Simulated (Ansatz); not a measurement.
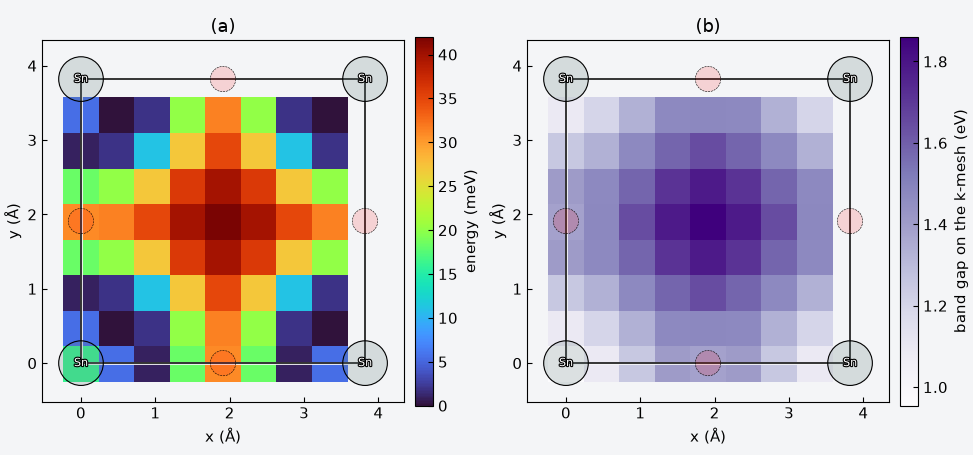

H on a two-dimensional sheet of SnO (4 atoms of substrate and one adsorbate in a 1 × 1 cell). H is moved over the surface cell at a fixed height above a rigid substrate; the origin of the map has the adsorbate above Sn4; the height is held at 2.50 Å. Places are given modulo a cell vector. The map is drawn in real space over the plane of the surface. The scan uses an 8 × 8 grid; 15 points were computed and 49 follow by symmetry. Energies are in meV, from the lowest grid point. With one adsorbate in each 1 × 1 cell, its nearest image is 3.8 Å away, so neighbouring adsorbates interact. At a fixed height the lowest place need not be the adsorption site. All numbers below come from DFT PBE+D3(BJ), scalar-relativistic, plane waves, PAW in Ansatz. Settings: cutoff 420 eV, k-mesh 7×7×1, gaussian smearing 0.05 eV, spin-polarised.

Panel (a) is the energy; panel (b) is the computed band gap on the k-mesh, in eV.

The picture shows one coloured cell a grid point, labelled circles for the atoms of the top layer and small ones for the second layer, the outline of one cell of the plane.

How does the band gap on the k-mesh vary over the map, and what is it at the lowest grid point?

It runs from 0.95 eV at the top site over a surface Sn atom, (0/8, 0/8) of the cell vectors to 1.86 eV at a fourfold hollow over a third-layer Sn atom, (4/8, 4/8) of the cell vectors. At the lowest grid point, (1/8, 1/8) of the cell vectors [nearest 1 Sn at 2.59 Å], it is 1.20 eV.

| second ↓, first → | 0/8 | 1/8 | 2/8 | 3/8 | 4/8 | 5/8 | 6/8 | 7/8 |
| --- | --- | --- | --- | --- | --- | --- | --- | --- |
| 7/8 | 1.09 | 1.20 | 1.33 | 1.47 | 1.48 | 1.47 | 1.33 | 1.20 |
| 6/8 | 1.25 | 1.33 | 1.47 | 1.58 | 1.65 | 1.58 | 1.47 | 1.33 |
| 5/8 | 1.41 | 1.47 | 1.58 | 1.71 | 1.78 | 1.71 | 1.58 | 1.47 |
| 4/8 | 1.39 | 1.48 | 1.65 | 1.78 | 1.86 | 1.78 | 1.65 | 1.48 |
| 3/8 | 1.41 | 1.47 | 1.58 | 1.71 | 1.78 | 1.71 | 1.58 | 1.47 |
| 2/8 | 1.25 | 1.33 | 1.47 | 1.58 | 1.65 | 1.58 | 1.47 | 1.33 |
| 1/8 | 1.09 | 1.20 | 1.33 | 1.47 | 1.48 | 1.47 | 1.33 | 1.20 |
| 0/8 | 0.95 | 1.09 | 1.25 | 1.41 | 1.39 | 1.41 | 1.25 | 1.09 |

PAW datasets: the set soft_1.
